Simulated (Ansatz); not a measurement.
## What a change does: single-point calculation on MgO

System: MgO (2 atoms in the cell).
Method of run A: DFT PBE, scalar-relativistic, plane waves, PAW, spin-polarised (Ansatz 0.2.0).

The structure was made by a generator, so it may or may not be a known phase. Text and figures count atoms from 1; the logs count them from 0 in places.

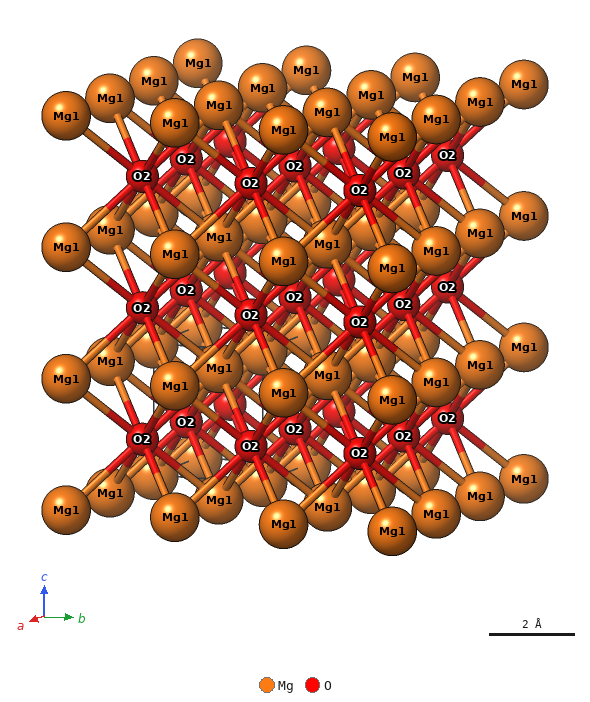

Figure 1. The structure (ball-and-stick view of the cell of the calculation, repeated 3 × 3 × 3, seen slightly off an axis; atoms are numbered from 1 in the order of the input).

### The input, run A
```yaml
crystal:
  lattice:
    - [2.77030787, 0.0, 0.0]
    - [0.0, 2.77030787, 0.0]
    - [0.0, 0.0, 3.14777363]
  atoms:
    - { symbol: Mg, position: [0.0, 0.0, 0.0] }
    - { symbol: O, position: [0.5, 0.5, 0.5], spin: 1.0 }
basis:
  ecutwfc: 420
kpoints:
  mp_grid: { grid: [6, 6, 6] }
hamiltonian:
  xc: pbe
scf:
  occupations: { method: gaussian, width: 0.1 }
  lower_state_search: "off"
output:
  forces: true
  stress: true
  eigenvalues: true
  populations: true
magnetization:
  spin_polarized: true
```

Launched with:
```bash
ansatz run input.yaml --threads 1 --pin off --max-ram 2048MiB --backend cpu --events-out ev --progress --plain --runs-dir out
```

Hardware: 1 thread of Arm Neoverse V1, 24 GiB of memory available, shared host.

### Output, shortened to warnings, some set-up lines, iterations and results (run A)
```
WARN: the starting moments were not kept: the SCF closed with an absolute magnetisation of 2.0e-6 μB, where they sum to 1 μB in size (1 site). That is at most 0.1 of that sum. Measured as dr2_m measures the in/out step, that magnetisation stands 4.2e-12 eV from none, at or under the dr2_threshold of 1.0e-7 eV: it is no larger than a step whose dr2_m would equal this threshold. The system may hold …
Basis set: ecut = 420 eV, 495 PW (Γ), exchange–correlation on 40×40×48 points (8 copies of the dense FFT grid, shifted against one another)
Symmetry: 16 space group operations
k-points: 40 of 216
Initial density: superposition of atomic densities (chi_scale 0.1, normalization cell, long waves kept (reshape's long-wave potential 0.00 eV rms))
[...]
SCF iter   1: F=—  HF=-2491.702590 eV  |F-HF|=—  |Δ(HF+E_count)|=         —  Δρ=7.68e-2 (↑7.68e-2 ↓4.47e-2)  dr2=7.74e-1  dr2_m=5.37e-1  M=0.063 μB ∫|m|=0.290 μB  β_m=0.30  …
SCF iter   2: F=—  HF=-2491.712122 eV  |F-HF|=—  |Δ(HF+E_count)|=   9.53e-3  Δρ=5.12e-2 (↑5.12e-2 ↓4.03e-2)  dr2=2.82e-1  dr2_m=3.42e-1  M=0.011 μB ∫|m|=0.224 μB  β_m=0.30  …
SCF iter   3: F=—  HF=-2491.772403 eV  |F-HF|=—  |Δ(HF+E_count)|=   6.03e-2  Δρ=3.29e-2 (↑3.29e-2 ↓2.89e-2)  dr2=4.94e-2  dr2_m=1.92e-1  M=0.009 μB ∫|m|=0.179 μB  β_m=0.30  …
SCF iter   4: F=—  HF=-2491.828377 eV  |F-HF|=—  |Δ(HF+E_count)|=   5.60e-2  Δρ=2.25e-2 (↑2.20e-2 ↓2.25e-2)  dr2=1.70e-3  dr2_m=1.08e-1  M=0.009 μB ∫|m|=0.144 μB  β_m=0.30  …
SCF iter   5: F=—  HF=-2491.850348 eV  |F-HF|=—  |Δ(HF+E_count)|=   2.20e-2  Δρ=1.68e-2 (↑1.68e-2 ↓1.66e-2)  dr2=2.49e-5  dr2_m=6.19e-2  M=0.009 μB ∫|m|=0.118 μB  β_m=0.30  …
[... 6 lines ...]
SCF iter  12: F=-2491.879207 eV  HF=-2491.879207 eV  |F-HF|=6.84e-8  |Δ(HF+E_count)|=   3.36e-5  Δρ=2.35e-5 (↑1.89e-5 ↓2.35e-5)  dr2=1.31e-8  dr2_m=9.67e-8  M=-0.000 μB …
SCF iter  13: F=-2491.879207 eV  HF=-2491.879207 eV  |F-HF|=1.63e-9  |Δ(HF+E_count)|=   8.56e-8  Δρ=2.50e-6 (↑2.50e-6 ↓2.27e-6)  dr2=1.26e-10  dr2_m=1.23e-9  M=0.000 μB …
SCF iter  14: F=-2491.879207 eV  HF=-2491.879207 eV  |F-HF|=8.96e-11  |Δ(HF+E_count)|=   2.34e-9  Δρ=8.93e-7 (↑8.93e-7 ↓8.34e-7)  dr2=1.19e-12  dr2_m=1.65e-10  M=0.000 μB …
SCF iter  15: F=-2491.879207 eV  HF=-2491.879207 eV  |F-HF|=3.18e-12  |Δ(HF+E_count)|=  1.43e-10  Δρ=2.12e-7 (↑2.12e-7 ↓2.07e-7)  dr2=6.72e-14  dr2_m=9.67e-12  M=0.000 μB …
SCF 1 converged in 15 iterations: F = -2491.879207 eV  dr2 = 6.72e-14
SCF converged after 15 iterations
Magnetization: 0.0000 μB (8.0000 up, 8.0000 down)
Absolute magnetization: 0.0000 μB (∫|ρ↑−ρ↓|, with the PAW one-centre terms)
Spin contamination: 0.0000 ħ² per cell (⟨S²⟩ above its minimum at these occupations)
Per-site moments (μB) at R_I (Å): [(-1.8128372387360469e-7, 1.036551234940607), (1.446707180625099e-6, 1.036551234940607)]
Free energy (F): -2491.879207 eV
Harris-Foulkes:  -2491.879207 eV  (|F-HF|=3.18e-12)
Internal energy: -2491.878175 eV  (E = F + TS)
E sigma→0 (E₀):  -2491.878691 eV
Entropy (-TS):   -0.001032 eV (-0.516 meV/atom)
Fermi energy:    7.046011 eV
--- Per-component energies (eV) ---
  E_band       = -342.475776
  E_kinetic    = 247.904894
  E_local      = -1721.735936  (includes V_loc(G=0)·N_el)
  E_nonlocal   = 142.737308
  E_hartree    = 592.089060
  E_xc         = -102.619995
  E_vxc        = -131.317304  (∫ρ·V_xc dr)
  E_paw        = -450.305265  (= ΣΔE_a)
  E_vpaw       = -64.245176  (= ΣTr[D̂ρ^β])
  E_aug_tail   = 0.002326  (compensation charges beyond the density's cutoff)
  E_ewald      = -1199.950566
  E_smearing   = -0.001032  (= −TS)
  E_closure    = 0.000000  (closes the sum)
  Σ components = -2491.879207   (vs F -2491.879207, Δ=0.00e0)
--- Forces (eV/Å), atoms counted from 1 ---
  atom   1  Mg     0.00000000    -0.00000000     0.00000000
  atom   2  O      0.00000000     0.00000000     0.00000000
  max |Σ_I F_I| component: 2.05e-29 eV/Å
--- Stress (GPa, compression-positive) ---
       -2.259070       0.000000       0.000000
        0.000000      -2.259070       0.000000
        0.000000       0.000000     -52.109874
  P = ⅓ Tr σ = -18.8760 GPa (-188.760 kbar)
--- Löwdin populations: 2 sites ---
  site symbol       q [e]    m [muB]
     0     Mg      8.5653    -0.0000
     1      O      7.2413     0.0000
  spilling = 0.012089 (of n_electrons = 16.000000)
```

For run B the input was changed thus:
```diff
-    - { symbol: O, position: [0.5, 0.5, 0.5], spin: 1.0 }
+    - { symbol: O, position: [0.5, 0.5, 0.5] }
-  populations: true
-magnetization:
-  spin_polarized: true
```

How does run B compare with run A?

The energy is the same within 0.01 meV per atom. The SCF takes 7 iterations against 15. The two runs start from different initial densities, which also moves the count.

### Output, shortened to warnings, some set-up lines, iterations and results (run B)
```
Basis set: ecut = 420 eV, 495 PW (Γ), exchange–correlation on 40×40×48 points (8 copies of the dense FFT grid, shifted against one another)
Symmetry: 16 space group operations
k-points: 40 of 216
Initial density: superposition of atomic densities (neutral atoms: chi_scale 0, normalization atom), corrected by the library's trained network
[...]
SCF iter   1: F=—  HF=-2491.879881 eV  |F-HF|=—  |Δ(HF+E_count)|=         —  Δρ=2.28e-3  dr2=1.24e-3  ethr=1.77e-3  ⟨swp⟩=5.4  Hψ=2745  notcnv=0
SCF iter   2: F=—  HF=-2491.879315 eV  |F-HF|=—  |Δ(HF+E_count)|=   5.66e-4  Δρ=1.48e-3  dr2=6.25e-4  ethr=7.73e-6  ⟨swp⟩=2.1  Hψ=966  notcnv=0
SCF iter   3: F=—  HF=-2491.879375 eV  |F-HF|=—  |Δ(HF+E_count)|=   6.01e-5  Δρ=1.50e-3  dr2=4.60e-4  ethr=3.91e-6  ⟨swp⟩=2.0  Hψ=646  notcnv=0
SCF iter   4: F=—  HF=-2491.879283 eV  |F-HF|=—  |Δ(HF+E_count)|=   9.25e-5  Δρ=6.74e-4  dr2=9.54e-5  ethr=2.88e-6  ⟨swp⟩=1.1  Hψ=496  notcnv=0
SCF iter   5: F=—  HF=-2491.879209 eV  |F-HF|=—  |Δ(HF+E_count)|=   7.39e-5  Δρ=1.69e-4  dr2=5.45e-6  ethr=5.96e-7  ⟨swp⟩=1.9  Hψ=549  notcnv=0
SCF iter   6: F=—  HF=-2491.879208 eV  |F-HF|=—  |Δ(HF+E_count)|=   1.44e-6  Δρ=6.43e-5  dr2=8.45e-7  ethr=3.41e-8  ⟨swp⟩=2.1  Hψ=699  notcnv=0
SCF iter   7: F=-2491.879207 eV  HF=-2491.879207 eV  |F-HF|=2.66e-8  |Δ(HF+E_count)|=   2.30e-7  Δρ=1.22e-5  dr2=3.08e-8  ethr=6.25e-10  ⟨swp⟩=3.0  Hψ=1792  notcnv=0
SCF 1 converged in 7 iterations: F = -2491.879207 eV  dr2 = 3.08e-8
SCF converged after 7 iterations
Free energy (F): -2491.879207 eV
Harris-Foulkes:  -2491.879207 eV  (|F-HF|=2.66e-8)
Internal energy: -2491.878175 eV  (E = F + TS)
E sigma→0 (E₀):  -2491.878691 eV
Entropy (-TS):   -0.001032 eV (-0.516 meV/atom)
Fermi energy:    7.045827 eV
--- Per-component energies (eV) ---
  E_band       = -342.477253
  E_kinetic    = 247.906141
  E_local      = -1721.739408  (includes V_loc(G=0)·N_el)
  E_nonlocal   = 142.738052
  E_hartree    = 592.091143
  E_xc         = -102.620149
  E_vxc        = -131.317490  (∫ρ·V_xc dr)
  E_paw        = -450.305715  (= ΣΔE_a)
  E_vpaw       = -64.246094  (= ΣTr[D̂ρ^β])
  E_aug_tail   = 0.002326  (compensation charges beyond the density's cutoff)
  E_ewald      = -1199.950566
  E_smearing   = -0.001032  (= −TS)
  E_closure    = 0.000000  (closes the sum)
  Σ components = -2491.879207   (vs F -2491.879207, Δ=0.00e0)
--- Forces (eV/Å), atoms counted from 1 ---
  atom   1  Mg    -0.00000000     0.00000000     0.00000000
  atom   2  O      0.00000000     0.00000000     0.00000000
  max |Σ_I F_I| component: 2.52e-29 eV/Å
--- Stress (GPa, compression-positive) ---
       -2.259243       0.000000       0.000000
        0.000000      -2.259243       0.000000
        0.000000       0.000000     -52.110775
  P = ⅓ Tr σ = -18.8764 GPa (-188.764 kbar)
```

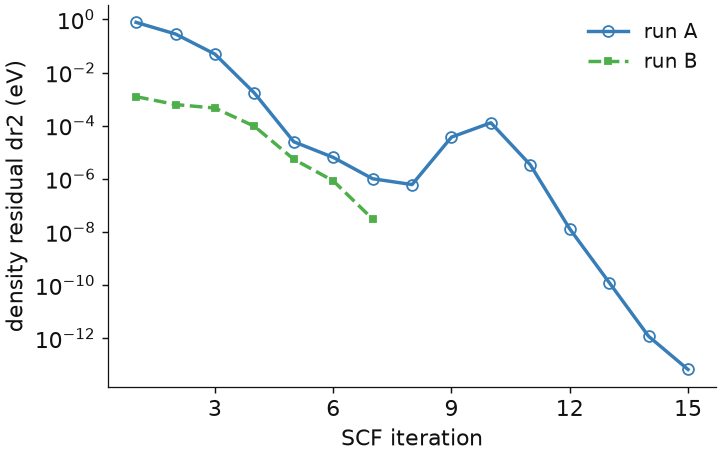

Figure 2. Convergence of the two runs: density residual dr2 against the SCF iteration. Run A takes 15 iterations in all, and run B takes 7.

### The two runs side by side

| quantity | run A | run B |
| --- | --- | --- |
| outcome | converged | converged |
| free energy per atom (eV) | −1245.9396 | −1245.9396 |
| energy per atom, smearing taken to zero (eV) | −1245.9393 | −1245.9393 |
| gap on the mesh (eV) | 0.00 | 0.00 |
| net moment of the cell (μB) | 0.00 | – |
| absolute moment of the cell (μB) | 0.00 | – |
| pressure (GPa) | −18.88 | −18.88 |
| largest force (eV/Å) | 0.000 | 0.000 |
| SCF iterations | 15 | 7 |
| irreducible k-points | 40 | 40 |
| plane waves at Γ | 495 | 495 |
| wall time (shared host) | 3.2 s | 0.88 s |

For run A: Warnings: some starting moments were not kept.
